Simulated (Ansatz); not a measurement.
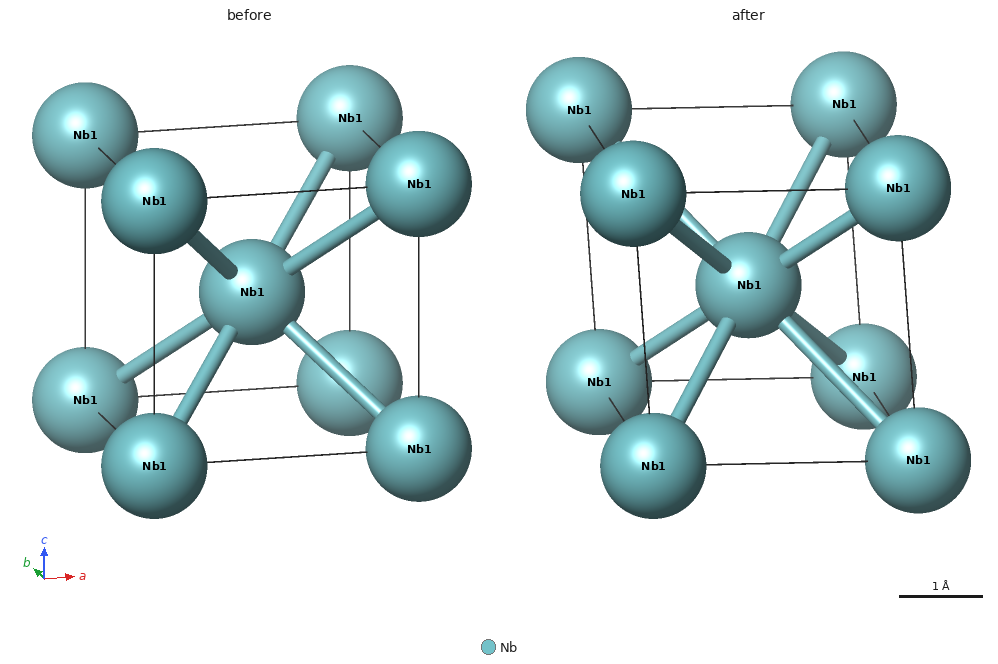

Left: a symmetric starting cell of Nb. Right: the same structure after one change, at the same scale. A ball-and-stick model of the conventional cell (2 times the calculation's cell), seen slightly off an axis. Lengths and directions refer to the drawn axes.

Theory: DFT PBE, scalar-relativistic, plane waves, PAW in Ansatz 0.2.0. Set-up: plane-wave cutoff 420 eV; k-point mesh 18 × 18 × 18; occupations gaussian; smearing width 0.1 eV; no spin polarisation.

**What distinguishes the right structure from the left one?**

The cell is strained by −10.3 % along [1 −1 1] and +7.7 % across it (volume +4.0 %), the atoms keeping their fractional coordinates. No relaxation follows. The starting cell wasn't computed here and needn't be at equilibrium, so pressure and forces aren't due to the change alone.

**What does the change do?**

The pressure is −5.5 GPa (not all of it need come from the change, since the unchanged cell can be under pressure at this level too). The principal stresses (compression positive) are 4.8 GPa along [1 −1 1] and −10.6 GPa across it. All forces vanish by symmetry. Near-neighbour distances before and after: Nb–Nb 2.882 → 2.585 to 3.050 Å. The space group (tolerance 0.01 Å) goes from Im-3m (No. 229) to R-3m (No. 166).
